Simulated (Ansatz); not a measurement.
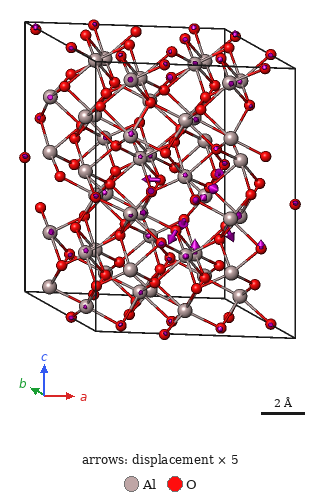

A relaxation of a defect cell of composition Al47O72. The starting structure is drawn; purple arrows show the displacements, 5 times their true length.

The picture is a ball-and-stick view of the cell of the calculation (origin shifted), seen slightly off an axis.

The calculation used Ansatz 0.2.0, DFT, PBEsol, PAW, plane waves. (plane-wave cutoff 420 eV; k-point mesh 1 × 1 × 1; mesh shifted by (0.25, 0.25, 0.25); collinear spin; atoms relaxed in a fixed cell; force threshold 0.03 eV/Å; at most 80 steps)

### What did the optimiser do to the structure, and how much energy did it gain?

The largest move is that of an O atom, 0.18 Å along −a. By element the largest moves are O 0.18 Å, Al 0.15 Å. The cell stays as it was. Near-neighbour distances that change, for instance: Al–O 2.027 → 1.895 Å, Al–O 1.919 → 2.047 Å, Al–O 2.008 → 1.891 Å, Al–O 1.986 → 1.879 Å. Among the angles between lasting bonds that change: O–Al–O 86.0° → 99.1°, O–Al–O 161.9° → 174.2°, O–Al–O 78.2° → 90.0°. Over 5 geometry steps the energy falls by 2.580 eV per cell of the calculation. Largest force component: 2.7 eV/Å at the start, 0.026 eV/Å at the end. Cost: 8.9 s on 1 × NVIDIA GB200 with 8 threads of Arm Neoverse-V2, peak memory 1.9 GiB.
